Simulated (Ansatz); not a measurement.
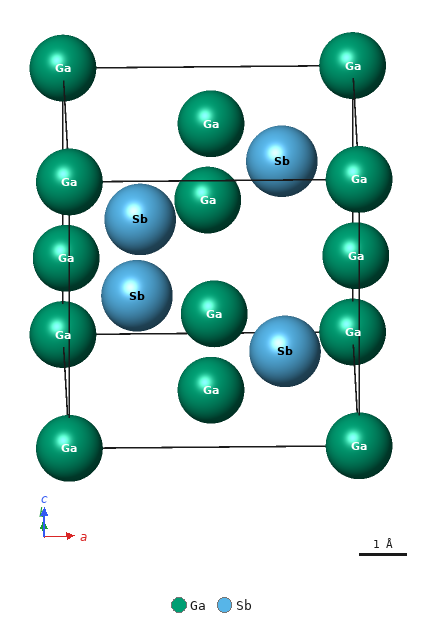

**Figure 1.** The input geometry (spheres-only view of the cell 4 times as large as that of the calculation, set on its symmetry axes, seen at an oblique angle).

Geometry relaxation, with input and output: GaSb

- system: GaSb (F-43m, 2 atoms in the cell)
- method: DFT PBE, scalar-relativistic, plane waves, PAW, no spin polarisation (Ansatz 0.2.0)

The structure derives from an entry of the Crystallography Open Database.

### Output
```
Engine: ansatz 0.2.0, x86_64-unknown-linux-gnu
Pseudopotentials: kind: paw
Pseudopotential: Ga, paw, valence charge 13, recommended cutoff 420 eV (normal), Ga.paw.azcp
Pseudopotential: Sb, paw, valence charge 15, recommended cutoff 420 eV (normal), Sb.paw.azcp
Functional definition: PBE
  parameter kappa = 0.804
  parameter beta = 0.06672455060314922
  exchange = pbe_x(kappa = kappa, mu = beta*pi^2/3)
  correlation = pbe_c(beta = beta)
Crystal: 2 atoms, lattice volume = 59.982 Å³
Basis set: ecut = 420 eV, 1211 PW (Γ), exchange–correlation on 60×60×60 points (8 copies of the dense FFT grid, shifted against one another)
Bands: 18, of which v1, the nominal top of the filled ones, is band 14 counted from 1 (13 counted from 0)
Symmetry: 24 space group operations
Space group: F-43m (ITA 216), of the structure as read, at distance tolerance 3.9e-5 Å
k-points: 72 of 1728 (time reversal used)
Non-local potential: Ga, projectors of the file, l = 0: 2, l = 1: 2, l = 2: 3, l = 3: 1
Non-local potential: Sb, projectors of the file, l = 0: 2, l = 1: 2, l = 2: 2, l = 3: 2
PAW form: soft (Blöchl's): semilocal exchange-correlation on the pseudo side does not see the compensation charge
PAW one-centre angular grid: Ga, 590 points (default); XC on 64 Gauss nodes
PAW one-centre angular grid: Sb, 590 points (default); XC on 64 Gauss nodes
Initial density: superposition of atomic densities (neutral atoms: chi_scale 0, normalization atom), corrected by the library's trained network
Initial wavefunctions: pseudopotential atomic-orbital guess
Functional: x = pbe(κ = 0.804, μ = 0.2195149727645171), c = pbe(β = 0.06672455060314922)
SCF iter   1: F=—  HF=-10267.843819 eV  |F-HF|=—  |Δ(HF+E_count)|=         —  Δρ=1.41e-3  dr2=2.28e-3  ethr=1.77e-3  ⟨swp⟩=5.2  Hψ=6345  notcnv=0
preconditioner: auto → Kerker (q_TF=auto, 2.403 Å⁻¹)  [metal: Δε(μ)=0.306 eV  Ē_g=14.388 eV  σ=0.150 eV  W_gap=0.47  n_scr=14 (ndim 8)  ℏωp=20.3 eV  f_vac=0.105  D(μ)=0.08/eV (n_scr^D=0)]
SCF iter   2: F=—  HF=-10267.842483 eV  |F-HF|=—  |Δ(HF+E_count)|=   1.34e-3  Δρ=1.01e-3  dr2=1.25e-3  ethr=8.14e-6  ⟨swp⟩=2.0  Hψ=2242  notcnv=0
SCF iter   3: F=—  HF=-10267.842445 eV  |F-HF|=—  |Δ(HF+E_count)|=   3.75e-5  Δρ=6.52e-4  dr2=3.69e-4  ethr=4.45e-6  ⟨swp⟩=2.3  Hψ=1914  notcnv=0
SCF iter   4: F=—  HF=-10267.842369 eV  |F-HF|=—  |Δ(HF+E_count)|=   7.60e-5  Δρ=3.66e-4  dr2=6.92e-5  ethr=1.32e-6  ⟨swp⟩=2.0  Hψ=1947  notcnv=0
SCF iter   5: F=—  HF=-10267.842384 eV  |F-HF|=—  |Δ(HF+E_count)|=   1.50e-5  Δρ=1.28e-4  dr2=2.03e-5  ethr=2.47e-7  ⟨swp⟩=2.0  Hψ=2294  notcnv=0
SCF iter   6: F=—  HF=-10267.842408 eV  |F-HF|=—  |Δ(HF+E_count)|=   2.34e-5  Δρ=6.48e-5  dr2=2.30e-6  ethr=7.24e-8  ⟨swp⟩=2.0  Hψ=1976  notcnv=0
SCF iter   7: F=—  HF=-10267.842411 eV  |F-HF|=—  |Δ(HF+E_count)|=   2.86e-6  Δρ=2.99e-5  dr2=2.93e-7  ethr=8.21e-9  ⟨swp⟩=2.0  Hψ=1979  notcnv=0
SCF iter   8: F=-10267.842411 eV  HF=-10267.842411 eV  |F-HF|=1.25e-8  |Δ(HF+E_count)|=   2.92e-7  Δρ=5.72e-6  dr2=1.91e-8  ethr=3.57e-10  ⟨swp⟩=10.1  Hψ=9463  notcnv=0
SCF 1 converged in 8 iterations: F = -10267.842411 eV  dr2 = 1.91e-8
  greatest PAW one-centre occupation: 0.995 electrons in one spin orbital (limit 2), on the Sb atom at site 1 (counted from 0), in its partial waves of l = 2
relax step   1: F+E_penalty+E_count = -10267.84241097 eV  Δ(F+E_penalty+E_count) = +0.000e0 eV  max|allowed force component| = 1.527e-16 eV/Å  Δτ_max = 0.0000 Å  P = +0.038 GPa  Ω = 59.982 Å³  (8 SCF iters, dr2 threshold 1.00e-7 eV, accepted)
Crystal: 2 atoms, lattice volume = 60.050 Å³
Initial density: handed on by an earlier stage of this run
Initial wavefunctions: those handed on with the density
iter 1 solved again at ethr=6.95e-9 eV; its pass at ethr=3.10e-3 eV (dr2=1.94e-6 eV) is discarded
SCF iter   1: F=—  HF=-10267.842403 eV  |F-HF|=—  |Δ(HF+E_count)|=         —  Δρ=3.44e-5  dr2=8.38e-7  ethr=6.95e-9  ⟨swp⟩=2.6  Hψ=7619  notcnv=0
preconditioner: auto → Kerker (q_TF=auto, 2.403 Å⁻¹)  [metal: Δε(μ)=0.313 eV  Ē_g=14.369 eV  σ=0.150 eV  W_gap=0.48  n_scr=14 (ndim 8)  ℏωp=20.3 eV  f_vac=0.095  D(μ)=0.08/eV (n_scr^D=0)]
SCF iter   2: F=—  HF=-10267.842402 eV  |F-HF|=—  |Δ(HF+E_count)|=   1.82e-7  Δρ=2.31e-5  dr2=4.61e-7  ethr=2.99e-9  ⟨swp⟩=1.0  Hψ=1296  notcnv=0
SCF iter   3: F=—  HF=-10267.842402 eV  |F-HF|=—  |Δ(HF+E_count)|=   1.04e-7  Δρ=8.09e-6  dr2=6.25e-8  ethr=1.64e-9  ⟨swp⟩=2.3  Hψ=1926  notcnv=0
SCF iter   4: F=—  HF=-10267.842402 eV  |F-HF|=—  |Δ(HF+E_count)|=   3.43e-9  Δρ=4.74e-6  dr2=2.07e-8  ethr=2.23e-10  ⟨swp⟩=2.0  Hψ=1923  notcnv=0
SCF iter   5: F=-10267.842402 eV  HF=-10267.842402 eV  |F-HF|=2.43e-9  |Δ(HF+E_count)|=   2.45e-8  Δρ=1.44e-6  dr2=1.93e-9  ethr=1.28e-11  ⟨swp⟩=5.9  Hψ=7169  notcnv=0
SCF 2 converged in 5 iterations: F = -10267.842402 eV  dr2 = 1.93e-9
relax step   2: F+E_penalty+E_count = -10267.84240249 eV  Δ(F+E_penalty+E_count) = +8.482e-6 eV  max|allowed force component| = 4.452e-17 eV/Å  Δτ_max = 0.0000 Å  P = -0.012 GPa  Ω = 60.050 Å³  energy of the carried Pulay correction = -1.393e-5 eV  (5 SCF iters, dr2 threshold 3.57e-9 eV, accepted)
Crystal: 2 atoms, lattice volume = 60.033 Å³
iter 1 solved again at ethr=3.36e-10 eV; its pass at ethr=3.10e-3 eV (dr2=9.42e-8 eV) is discarded
SCF iter   1: F=—  HF=-10267.842407 eV  |F-HF|=—  |Δ(HF+E_count)|=         —  Δρ=8.75e-6  dr2=4.80e-8  ethr=3.36e-10  ⟨swp⟩=3.1  Hψ=7803  notcnv=0
preconditioner: auto → Kerker (q_TF=auto, 2.403 Å⁻¹)  [metal: Δε(μ)=0.314 eV  Ē_g=14.371 eV  σ=0.150 eV  W_gap=0.48  n_scr=14 (ndim 8)  ℏωp=20.3 eV  f_vac=0.095  D(μ)=0.08/eV (n_scr^D=0)]
SCF iter   2: F=—  HF=-10267.842407 eV  |F-HF|=—  |Δ(HF+E_count)|=   2.23e-7  Δρ=5.79e-6  dr2=2.39e-8  ethr=1.71e-10  ⟨swp⟩=1.0  Hψ=1296  notcnv=0
SCF iter   3: F=—  HF=-10267.842407 eV  |F-HF|=—  |Δ(HF+E_count)|=  8.69e-10  Δρ=1.38e-6  dr2=2.29e-9  ethr=8.53e-11  ⟨swp⟩=2.0  Hψ=1919  notcnv=0
SCF iter   4: F=—  HF=-10267.842407 eV  |F-HF|=—  |Δ(HF+E_count)|=  4.40e-10  Δρ=9.17e-7  dr2=7.37e-10  ethr=8.19e-12  ⟨swp⟩=2.0  Hψ=1921  notcnv=0
SCF iter   5: F=-10267.842407 eV  HF=-10267.842407 eV  |F-HF|=1.75e-10  |Δ(HF+E_count)|=  3.46e-10  Δρ=3.72e-7  dr2=1.42e-10  ethr=1.34e-12  ⟨swp⟩=6.9  Hψ=6444  notcnv=0
SCF 3 converged in 5 iterations: F = -10267.842407 eV  dr2 = 1.42e-10
relax step   3: F+E_penalty+E_count = -10267.84240653 eV  Δ(F+E_penalty+E_count) = -4.037e-6 eV  max|allowed force component| = 2.660e-17 eV/Å  Δτ_max = 0.0000 Å  P = +0.000 GPa  Ω = 60.033 Å³  energy of the carried Pulay correction = -1.052e-5 eV  (5 SCF iters, dr2 threshold 3.74e-10 eV, accepted)
Initial wavefunctions: pseudopotential atomic-orbital guess (no wavefunctions were taken with the density)
iter 1 solved again at ethr=2.74e-7 eV; its pass at ethr=3.10e-3 eV (dr2=7.68e-5 eV) is discarded
SCF iter   1: F=—  HF=-10267.842415 eV  |F-HF|=—  |Δ(HF+E_count)|=         —  Δρ=1.86e-6  dr2=1.88e-9  ethr=2.74e-7  ⟨swp⟩=3.0  Hψ=9560  notcnv=0
eigensolver tolerance schedule: the retry pair's looser diagonalisation over-reported the residual by 40914.24 of it (diagonalisation noise at an unbounded share of the residual, at the tolerance the schedule requests for it); recorded, not acted on — ethr = c·dr2/N_el stays at c = 1.0e-1
SCF iter   2: F=—  HF=-10267.842417 eV  |F-HF|=—  |Δ(HF+E_count)|=   1.90e-6  Δρ=1.34e-6  dr2=8.49e-10  ethr=6.70e-12  ⟨swp⟩=4.0  Hψ=3588  notcnv=0
SCF iter   3: F=—  HF=-10267.842417 eV  |F-HF|=—  |Δ(HF+E_count)|=  2.56e-10  Δρ=7.10e-7  dr2=2.75e-10  ethr=3.03e-12  ⟨swp⟩=2.0  Hψ=1658  notcnv=0
SCF iter   4: F=—  HF=-10267.842417 eV  |F-HF|=—  |Δ(HF+E_count)|=  4.91e-11  Δρ=2.02e-7  dr2=3.02e-11  ethr=9.80e-13 (applied; sched 1.00e-12)  ⟨swp⟩=2.5  Hψ=1775  notcnv=0
SCF iter   5: F=—  HF=-10267.842417 eV  |F-HF|=—  |Δ(HF+E_count)|=  2.55e-11  Δρ=1.18e-7  dr2=1.16e-11  ethr=1.08e-13 (applied; sched 1.00e-12)  ⟨swp⟩=2.0  Hψ=1970  notcnv=0
SCF iter   6: F=—  HF=-10267.842417 eV  |F-HF|=—  |Δ(HF+E_count)|=  7.28e-12  Δρ=3.62e-8  dr2=1.58e-12  ethr=4.15e-14 (applied; sched 1.00e-12)  ⟨swp⟩=2.0  Hψ=1608  notcnv=0
SCF iter   7: F=-10267.842417 eV  HF=-10267.842417 eV  |F-HF|=3.64e-12  |Δ(HF+E_count)|=  3.64e-12  Δρ=2.70e-8  dr2=4.54e-13  ethr=1.00e-12  ⟨swp⟩=5.2  Hψ=4574  notcnv=0
SCF 4 converged in 7 iterations: F = -10267.842417 eV  dr2 = 4.54e-13
relax step   4: F+E_penalty+E_count = -10267.84241652 eV  Δ(F+E_penalty+E_count) = -9.995e-6 eV  max|allowed force component| = 4.163e-17 eV/Å  Δτ_max = 0.0000 Å  P = -0.000 GPa  Ω = 60.033 Å³  stress off target by 4.75e-5 GPa  SCF on the basis re-selected at this cell (its energy is not comparable with the rows above)  (7 SCF iters)
```

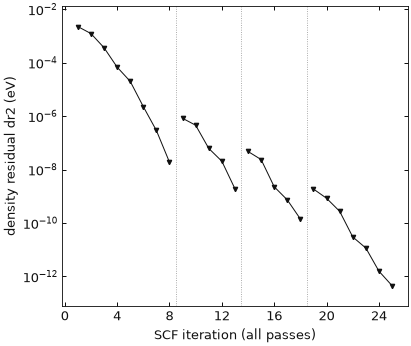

**Figure 2.** Convergence of the self-consistent field: density residual dr2 against the SCF iteration. The dotted lines part the SCF passes of the relaxation: geometry steps, rejected trials and re-solves on a re-selected basis. The passes take 8, 5, 5 and 7 iterations.

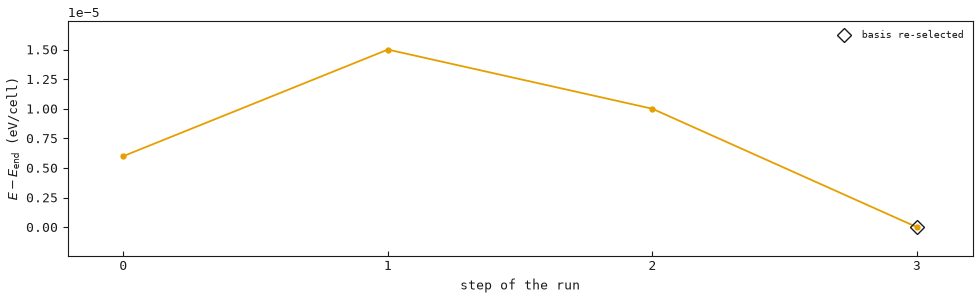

**Figure 3.** Progress of the relaxation, step by step (the first geometry is step 0 here and step 1 in the log). The energy rises by next to nothing (0.0 meV per cell of the calculation) in 2 geometry steps. All forces vanish by symmetry, so only the cell relaxes. Pressure: 0.04 GPa at the start and 0.00 GPa at the end. The atoms keep their places relative to the cell (all moves are under 0.005 Å). Cell: a = b = c 6.214 → 6.216 Å (0.0 %). Volume +0.1 %. The space group stays F-43m (No. 216). A last SCF at the same geometry on a re-selected plane-wave basis shifts the energy by next to nothing (0.0 meV per cell of the calculation).

```
basis re-selected at this cell: Δ(F+E_penalty+E_count) = -9.995e-6 eV, ΔP = -0.000 GPa vs the last step (what re-selecting the basis moved, of the pressure what is left beyond the Pulay correction that the steps carried, after the strain that the cell walked since its last selection, with what the two solves' SCF thresholds leave and, on support functions, any second-order correction that the steps lacked; it is no measure of the basis error at this ecutwfc). This SCF's stress stands 4.75e-5 GPa from its target on what of the cell is left free (relax.cell.stress_tol is 1.00e-2 GPa) and its largest allowed force component is 4.16e-17 eV/Å (relax.f_tol is 1.00e-3 eV/Å): within both
SCF converged after 7 iterations
Free energy (F): -10267.842417 eV
Harris-Foulkes:  -10267.842417 eV  (|F-HF|=3.64e-12)
Internal energy: -10267.834912 eV  (E = F + TS)
E sigma→0 (E₀):  -10267.838664 eV
Entropy (-TS):   -0.007504 eV (-3.752 meV/atom)
Fermi energy:    7.289533 eV
--- Per-component energies (eV) ---
  E_band       = -275.170039
  E_kinetic    = 321.964146
  E_local      = -3976.862073  (includes V_loc(G=0)·N_el)
  E_nonlocal   = 786.934381
  E_hartree    = 1826.349202
  E_xc         = -206.853912
  E_vxc        = -153.310180  (∫ρ·V_xc dr)
  E_paw        = -6564.612698  (= ΣΔE_a)
  E_vpaw       = -906.594595  (= ΣTr[D̂ρ^β])
  E_aug_tail   = -0.000121  (compensation charges beyond the density's cutoff)
  E_ewald      = -2454.753838
  E_smearing   = -0.007504  (= −TS)
  E_closure    = 0.000000  (closes the sum)
  Σ components = -10267.842417   (vs F -10267.842417, Δ=0.00e0)
--- Forces (eV/Å), atoms counted from 1 ---
  atom   1  Ga     0.00000000    -0.00000000    -0.00000000
  atom   2  Sb    -0.00000000    -0.00000000    -0.00000000
  max |Σ_I F_I| component: 4.74e-17 eV/Å
--- Stress (GPa, compression-positive) ---
       -0.000047      -0.000000      -0.000000
       -0.000000      -0.000047       0.000000
       -0.000000       0.000000      -0.000047
  P = ⅓ Tr σ = -0.0000 GPa (-0.000 kbar)
--- Band table (eV; the first three rows and the last of 72) ---
  k-point 0: bands = ["-21.5920", "-21.5920", "-21.5920", "-21.5762", "-21.5762", "-7.8077", "-7.8077", "-7.8077", "-7.7652", "-7.7652", "-4.0540", "6.8077", "7.1034", "7.1034", "7.1034", "9.9032", "9.9032", "9.9032"]
  k-point 1: bands = ["-21.5919", "-21.5918", "-21.5918", "-21.5762", "-21.5762", "-7.8093", "-7.8070", "-7.8070", "-7.7653", "-7.7653", "-3.9866", "5.7065", "6.9906", "6.9906", "7.8155", "10.0610", "10.0610", "10.1208"]
  k-point 2: bands = ["-21.5918", "-21.5914", "-21.5914", "-21.5761", "-21.5761", "-7.8137", "-7.8051", "-7.8051", "-7.7655", "-7.7655", "-3.7887", "4.3990", "6.7327", "6.7327", "7.9755", "10.4130", "10.4130", "10.9311"]
  k-point 71: bands = ["-21.5914", "-21.5901", "-21.5871", "-21.5766", "-21.5747", "-7.8411", "-7.7924", "-7.7880", "-7.7701", "-7.7656", "-1.7577", "0.6349", "3.9754", "4.1904", "10.6162", "11.4106", "11.4191", "11.8801"]
--- Relaxed structure (3 steps of the walk, 3 accepted, 1 SCFs on fresh bases) ---
  F+E_penalty+E_count = -10267.84241652 eV   max|allowed force component| = 4.163e-17 eV/Å   (the final SCF, on the basis selected at the relaxed cell)
  cell:  # Å, volume = 60.0332 Å³
    - [-1.6735112520541455e-33, 3.1078059738441843, 3.1078059738441843]
    - [3.1078059738441843, 8.007695610447476e-33, 3.1078059738441843]
    - [3.1078059738441843, 3.1078059738441843, 7.031613405395915e-33]
  atoms:
    - { symbol: Ga, position: [-1.2397677134826257e-33, 1.4515613645359077e-33, 1.0279740624293438e-33] }
    - { symbol: Sb, position: [0.25, 0.25, 0.25] }
```

### Trajectory as extended XYZ (Å, eV, eV/Å), 4 frames, from step=1 to step=4
```
2
Lattice="0.0000 3.1069 3.1069 3.1069 0.0000 3.1069 3.1069 3.1069 0.0000" Properties=species:S:1:pos:R:3:forces:R:3 step=1 energy=-10267.84241 pressure_GPa=0.04
Ga    0.0000    0.0000    0.0000    0.0000   0.0000   0.0000
Sb    1.5535    1.5535    1.5535    0.0000   0.0000   0.0000
2
Lattice="0.0000 3.1081 3.1081 3.1081 0.0000 3.1081 3.1081 3.1081 0.0000" Properties=species:S:1:pos:R:3:forces:R:3 step=2 energy=-10267.84240 pressure_GPa=-0.01
Ga    0.0000    0.0000    0.0000    0.0000   0.0000   0.0000
Sb    1.5540    1.5540    1.5540    0.0000   0.0000   0.0000
2
Lattice="0.0000 3.1078 3.1078 3.1078 0.0000 3.1078 3.1078 3.1078 0.0000" Properties=species:S:1:pos:R:3:forces:R:3 step=3 energy=-10267.84241 pressure_GPa=0.00
Ga    0.0000    0.0000    0.0000    0.0000   0.0000   0.0000
Sb    1.5539    1.5539    1.5539    0.0000   0.0000   0.0000
2
Lattice="0.0000 3.1078 3.1078 3.1078 0.0000 3.1078 3.1078 3.1078 0.0000" Properties=species:S:1:pos:R:3:forces:R:3 step=4 energy=-10267.84242 pressure_GPa=-0.00
Ga    0.0000    0.0000    0.0000    0.0000   0.0000   0.0000
Sb    1.5539    1.5539    1.5539    0.0000   0.0000   0.0000
```

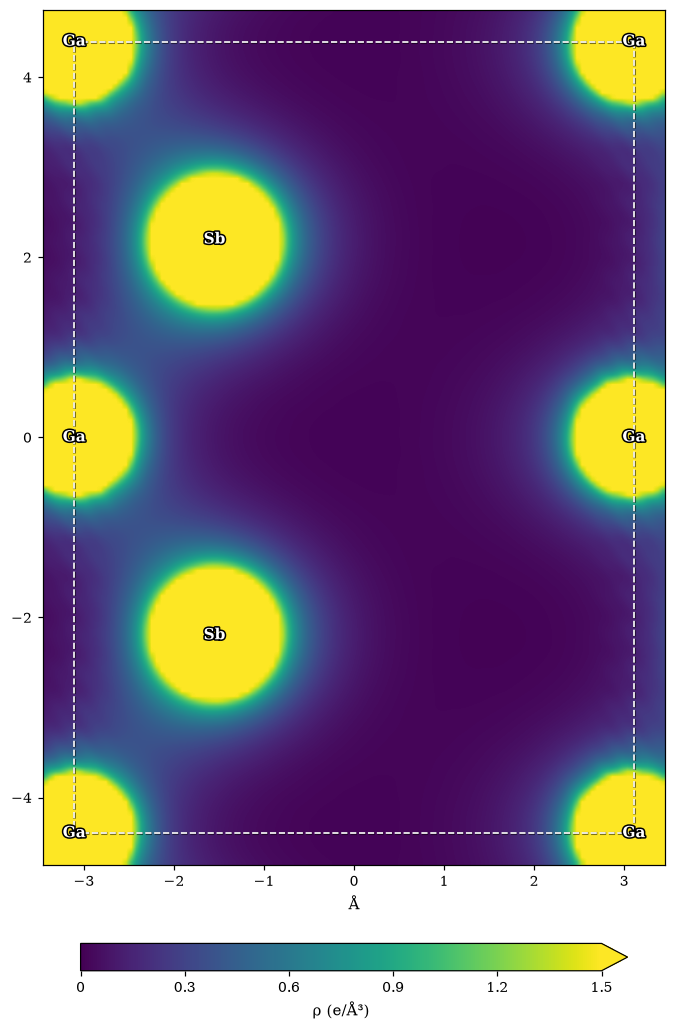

**Figure 4.** Valence charge density (pseudo) on the (011) plane of the conventional cell. The section cuts through Ga and Sb sites. Ga–Sb (2.69 Å): the density is about 0.39 e/Å³ at the midpoint. Away from the nuclei the density in this plane falls to 0.01 e/Å³ at its lowest. In a PAW calculation such maps are meaningful between the atoms, not at the nuclei.

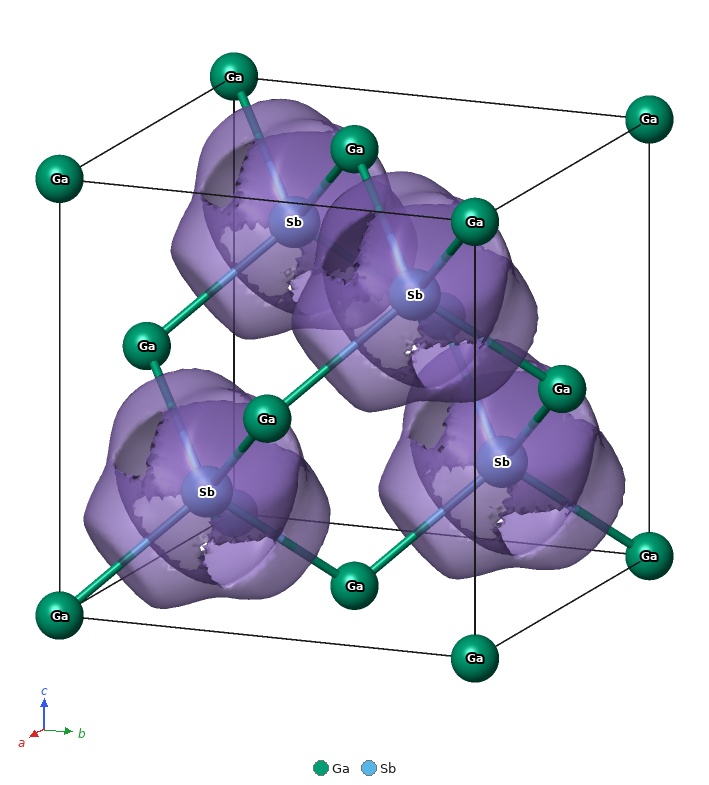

**Figure 5.** Isosurface of the electron localisation function at 0.5 (purple), seen slightly off an axis. Only the valence region is drawn (cores and ρ < 0.01 e/Å³ removed). Sticks mark near contacts. The outline is the cell set on symmetry axes. Along the contacts the grid gives the following. Ga–Sb (2.69 Å): the ELF peaks at about 0.70 between the atoms.

The run was set up as follows.

### The input
```yaml
crystal:
  lattice:
    - [0.0, 3.1069206327, 3.1069206327]
    - [3.1069206327, 0.0, 3.1069206327]
    - [3.1069206327, 3.1069206327, 0.0]
  atoms:
    - { symbol: Ga, position: [0.0, 0.0, 0.0] }
    - { symbol: Sb, position: [0.25, 0.25, 0.25] }
basis:
  ecutwfc: 420
kpoints:
  mp_grid: { grid: [12, 12, 12] }
hamiltonian:
  xc: pbe
scf:
  occupations: { method: fermi_dirac, width: 0.15 }
output:
  forces: true
  stress: true
  eigenvalues: true
  write_density: true
  write_potential: true
  elf: true
  volumetric_format: npy
relax:
  adjacent_minimum: "off"
  f_tol: 0.001
  max_steps: 60
  cell: { stress_tol: 0.01 }
```

Launch command:
```bash
ansatz run input.yaml --threads 1 --pin off --max-ram 2560MiB --backend cpu --events-out ev --progress --plain --runs-dir out
```

### Results in brief

| quantity | value |
| --- | --- |
| outcome | converged |
| space group (tolerance 0.01 Å) | F-43m (216) |
| electrons treated | 28 |
| free energy | −10267.8424 eV |
| Fermi energy | 7.290 eV |
| gap on the k-point mesh | none (metallic) |
| pressure | 0.00 GPa |
| final volume | 60.03 Å³ |
| largest force (length of the vector) at the end | under 0.001 eV/Å |
| final cell | a = 4.395 Å, b = 4.395 Å, c = 4.395 Å, α = 60.00°, β = 60.00°, γ = 60.00° |
| hardware | 1 thread of Intel Xeon (Granite Rapids), 128 GiB of memory available, shared host |
| wall time | 34 s |
| peak memory | 0.56 GiB |

### Notes

Results for this metal are sensitive to the k-point mesh.
